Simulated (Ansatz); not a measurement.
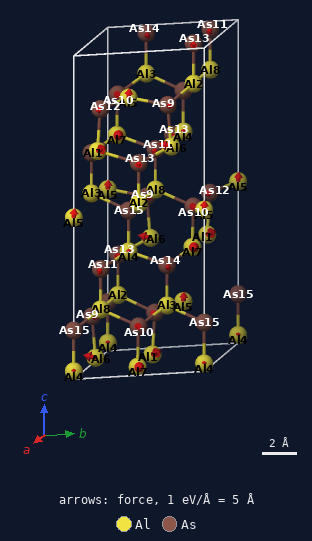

Starting geometry of crystalline Al8As7 (a generated structure, set up in P1) (coarse preliminary run) with the computed forces as red arrows. Style: ball-and-stick. Shown: the conventional cell (3 times the calculation's cell) (origin shifted), slightly off an axis. Lengths and directions refer to the drawn axes.

Case: 1 of 8 As atoms taken out at random, relaxed further on a centred mesh.

Method: DFT PBE, scalar-relativistic, plane waves, PAW (Ansatz).

Input file:
```yaml
crystal:
  lattice:
    - [5.6569076944, -5.6563600501, -0.0008056688]
    - [5.6566319164, 0.0005298908, 5.6558153948]
    - [-0.0011018894, -5.6566562707, 5.6563873934]
  atoms:
    - { symbol: Al, position: [0.045384513, 0.4798460106, 0.9818037337] }
    - { symbol: Al, position: [0.9917831217, 0.4991779927, 0.4923672067] }
    - { symbol: Al, position: [0.9918524695, 0.9905296506, 0.0008970017] }
    - { symbol: Al, position: [0.0009163033, 0.9996020404, 0.5016768461] }
    - { symbol: Al, position: [0.5258256984, 0.5242194768, 0.0259232828] }
    - { symbol: Al, position: [0.4814125739, 0.4802211225, 0.5450140096] }
    - { symbol: Al, position: [0.4811332551, 0.0442642533, 0.9816269594] }
    - { symbol: Al, position: [0.5004148676, 0.9903086842, 0.4925801325] }
    - { symbol: As, position: [0.3688094648, 0.3673963702, 0.3868224996] }
    - { symbol: As, position: [0.3688635213, 0.8851474481, 0.8694738258] }
    - { symbol: As, position: [0.3754433657, 0.865684445, 0.3673656934] }
    - { symbol: As, position: [0.886677976, 0.3675284297, 0.8693110069] }
    - { symbol: As, position: [0.8669914256, 0.3741426545, 0.3673679472] }
    - { symbol: As, position: [0.8667371651, 0.8655655403, 0.8762137053] }
    - { symbol: As, position: [0.8744619092, 0.8732180972, 0.3749141222] }
  symmetry: { detect: false }
basis:
  ecutwfc: 420
kpoints:
  mp_grid: { grid: [3, 3, 3] }
hamiltonian:
  xc: pbe
scf:
  occupations: { method: gaussian, width: 0.1 }
  lower_state_search: "off"
output:
  forces: true
  stress: true
  eigenvalues: true
relax:
  adjacent_minimum: "off"
  f_tol: 0.04
  max_steps: 25
  cell: { stress_tol: 0.3 }
```

Command:
```bash
ansatz run input.yaml --threads 4 --pin off --max-ram 9216MiB --backend cpu --events-out ev --progress --plain --runs-dir out
```

### Is this structure relaxed? If not, where do the atoms go?

It isn't relaxed: the largest force vector, on Al atoms, is 0.16 eV/Å. The final displacements follow the starting forces only in part (cosine between the two patterns 0.57). After 6 accepted moves (8 points after the start) the energy has fallen by 5.7 meV per atom. Largest force component: 0.12 eV/Å at the start, 0.011 eV/Å at the end. Pressure: 0.17 GPa at the start and 0.02 GPa at the end. The line search rejected the trial step at point 6 of the run. The SCF was repeated once at an unchanged geometry on a basis and grid sized afresh for the cell, which shifted the energy by less than 0.05 meV per atom at most. Al5 moves most relative to the cell: 0.60 Å along +c. Largest moves by element: Al 0.60 Å, As 0.10 Å. The drawn cell changes as follows: a 8.000 → 8.021 Å (+0.3 %), b 8.001 → 8.021 Å (+0.2 %), c 19.593 → 19.655 Å (+0.3 %); the volume changes by +0.8 %. Some distances before and after: Al5–As10 2.411 → 2.488 Å, Al1–As13 2.542 → 2.490 Å, Al1–As12 2.514 → 2.488 Å, Al4–As15 2.479 → 2.460 Å. Among the angles between lasting bonds that change: Al5–As10–Al7 102.3° → 114.1°, As9–Al5–As10 118.3° → 107.2°, Al6–As11–Al7 125.0° → 114.4°. The space group stays R3m (No. 160). Cost: 2.1 min on 4 threads of Intel(R) Xeon(R) Processor @ 2.70GHz (shared host), peak memory 1.1 GiB.
